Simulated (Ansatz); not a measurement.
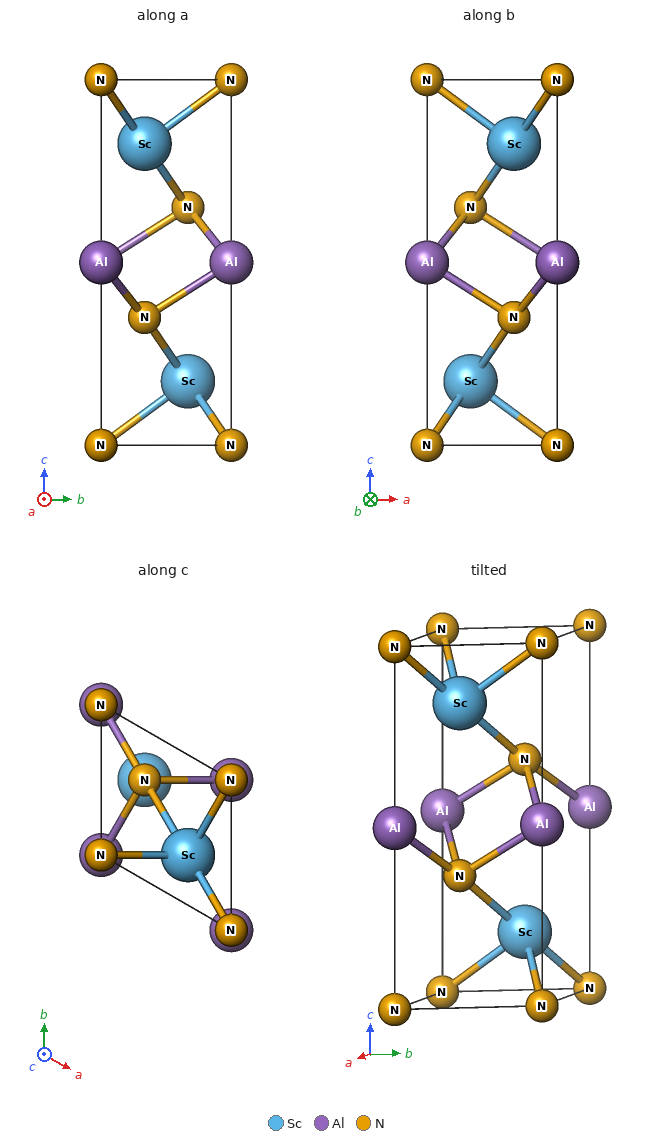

View along the a axis, along the b axis, along the c axis and slightly off an axis, drawn as a ball-and-stick model. Thin lines show the conventional unit cell, with boundary atoms drawn in all their periodic places.

Lattice parameters: a = 3.102 Å, b = 3.102 Å, c = 7.544 Å, α = 90.00°, β = 90.00°, γ = 120.00°. Put a along x and b in the xy plane.

> Convert the drawing into a POSCAR file, with free fractional coordinates to two decimals.

```
Sc Al N
1.0
     3.102    0.000    0.000
    -1.551    2.687    0.000
     0.000    0.000    7.544
Sc Al N
2 1 3
Direct
  0.6667 0.3333 0.82
  0.3333 0.6667 0.18
  0.00 0.00 0.50
  0.3333 0.6667 0.65
  0.6667 0.3333 0.35
  0.00 0.00 0.00
```

It derives from a structure type filled with these elements by a generator (whether the compound takes this form wasn't checked). Earlier steps of the study may have refined or changed the cell and positions. An electronic-structure calculation with Ansatz was run on it.
